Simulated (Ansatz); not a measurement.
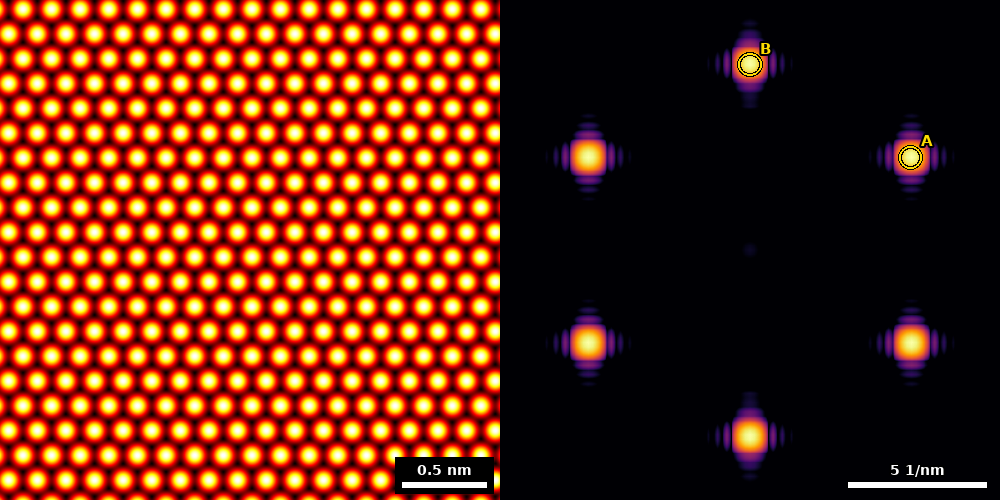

HAADF-like image of Mo (R-3m, No. 166) along [001]. The image is simulated as a sum over atoms of Z^1.7, blurred by a 0.92 Å probe (no channelling). The probe carries 15 % of its weight in a tail 2.5 times as wide. The display is stretched by a gamma of 0.65; percentages refer to the linear signal. Model: coordinates from a relaxation with Ansatz, DFT PBEsol, scalar-relativistic, plane waves, PAW; the starting structure was generated, so it need not be a known form of this composition.

The right panel is the modulus of the image's Fourier transform on a logarithmic scale.

a = 2.975 Å, b = 2.975 Å, c = 6.156 Å, α = 90.00°, β = 90.00°, γ = 120.00°

### Index the marked spots and give their plane spacings (the zone axis points at the viewer; indices equivalent by symmetry, or all signs reversed, are as good).

A: (-2 1 0), d = 1.49 Å; B: (-1 -1 0), d = 1.49 Å. A and B enclose 60°, and every spot obeys the zone law hu + kv + lw = 0 for [001].
